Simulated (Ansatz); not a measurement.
Consider Au.

```cif
data_structure
_symmetry_space_group_name_H-M 'P 1'
_symmetry_Int_Tables_number 1
_cell_length_a 4.7893
_cell_length_b 4.7893
_cell_length_c 2.8607
_cell_angle_alpha 90.000
_cell_angle_beta 90.000
_cell_angle_gamma 120.000
_cell_volume 56.83
loop_
_atom_site_label
_atom_site_type_symbol
_atom_site_fract_x
_atom_site_fract_y
_atom_site_fract_z
_atom_site_occupancy
Au1 Au 0.00000 0.00000 0.00000 1
Au2 Au 0.33333 0.66667 0.50000 1
Au3 Au 0.66667 0.33333 0.50000 1
```

Space group P6/mmm; set up as Au, omega (AlB2-type); a generated structure, not necessarily the stable one; changed on purpose from its base cell (volume × 1.12); computed pressure about −15 GPa in this cell; computed without spin polarisation.

Theory: DFT, LDA (PW92), plane waves (420 eV) with PAW, scalar-relativistic (Ansatz).

### What can the converged valence pseudo-density and electron localisation function tell about the bonding?

Au–Au (2.86 Å): ρ is about 0.29 e/Å³ halfway; the ELF is about 0.20 at the midpoint; no localised pair shows between them.

### Does the calculation make it a metal, or give it a gap?

It is metallic or semimetallic at this level of theory: no gap opens.

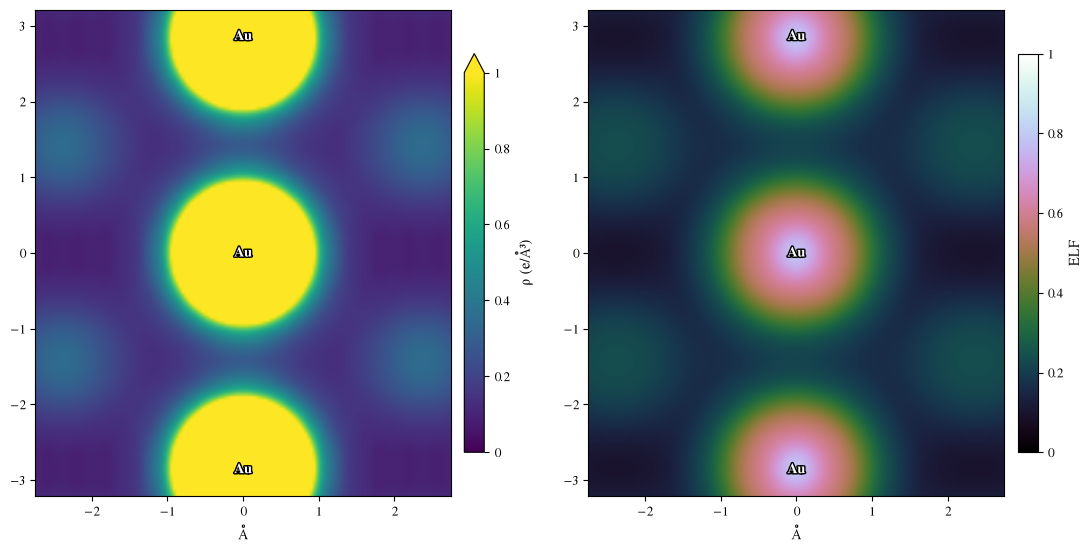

Computed valence pseudo-density and electron localisation function on the (100) plane of the conventional cell, in this order. 

In a PAW calculation such maps are meaningful between the atoms, not at the nuclei.
